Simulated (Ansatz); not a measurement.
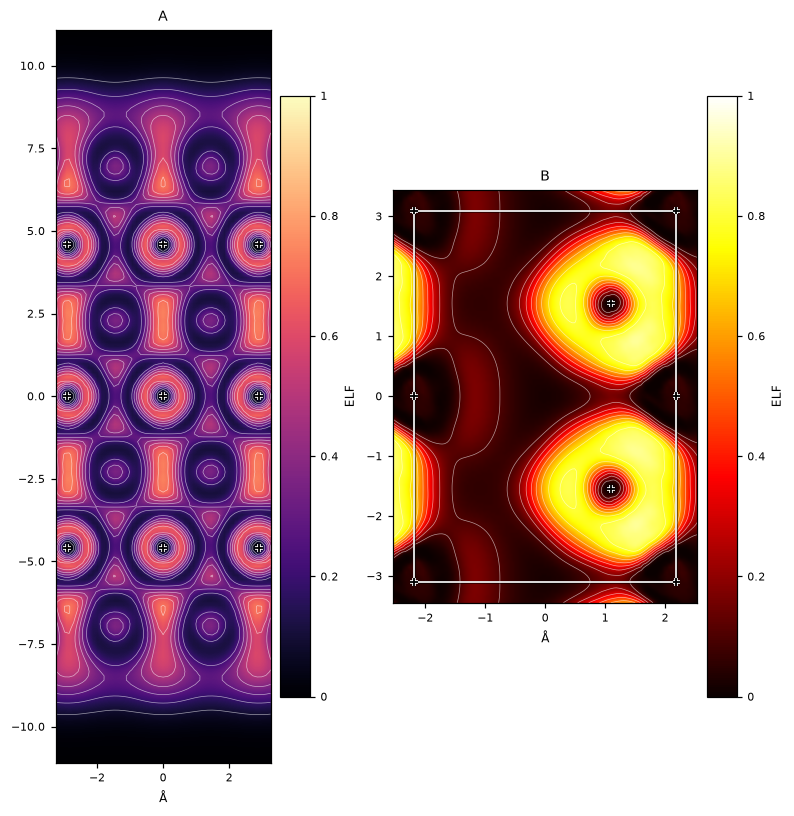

The electron localisation function of 2 systems, each on a plane through atoms (crosses mark nuclei in the plane).

Computed with DFT PBEsol, scalar-relativistic, plane waves, PAW (Ansatz 0.2.0).

System 1: AlN, the (011) plane of the conventional cell. Space group F-43m; a structure from a database of computed crystals, not necessarily the ambient phase.

```
Al N
1.0
     4.37736    0.00000    0.00000
     0.00000    0.00000   -4.37736
     0.00000    4.37736    0.00000
Al N
4 4
Cartesian
  2.1887 0.0000 -2.1887
  0.0000 2.1887 -2.1887
  0.0000 0.0000 0.0000
  2.1887 2.1887 0.0000
  3.2830 1.0943 -3.2830
  1.0943 3.2830 -3.2830
  1.0943 1.0943 -1.0943
  3.2830 3.2830 -1.0943
```

System 2: Ti (slab), the (010) plane of the calculation cell, a cut from vacuum to vacuum. Not relaxed (largest force 0.7 eV/Å); computed without spin polarisation.

```xyz
7
Lattice="2.9004 0.0000 0.0000 -1.4502 2.5119 0.0000 0.0000 0.0000 28.7730" Properties=species:S:1:pos:R:3 pbc="T T T"
Ti    1.4502    0.8373    7.5000
Ti    0.0000    1.6746    9.7955
Ti    1.4502    0.8373   12.0910
Ti    0.0000    1.6746   14.3865
Ti    1.4502    0.8373   16.6820
Ti    0.0000    1.6746   18.9775
Ti    1.4502    0.8373   21.2730
```

### Which map belongs to which system?

Panel A is system 2, Ti: the plane holds Ti. Ti–Ti (2.90 Å): the ELF is about 0.25 at the midpoint; no localised pair shows between them. Panel B is system 1, AlN: the plane holds Al and N. Al–N (1.90 Å): the ELF peaks at about 0.90 between the atoms: a polar covalent bond.
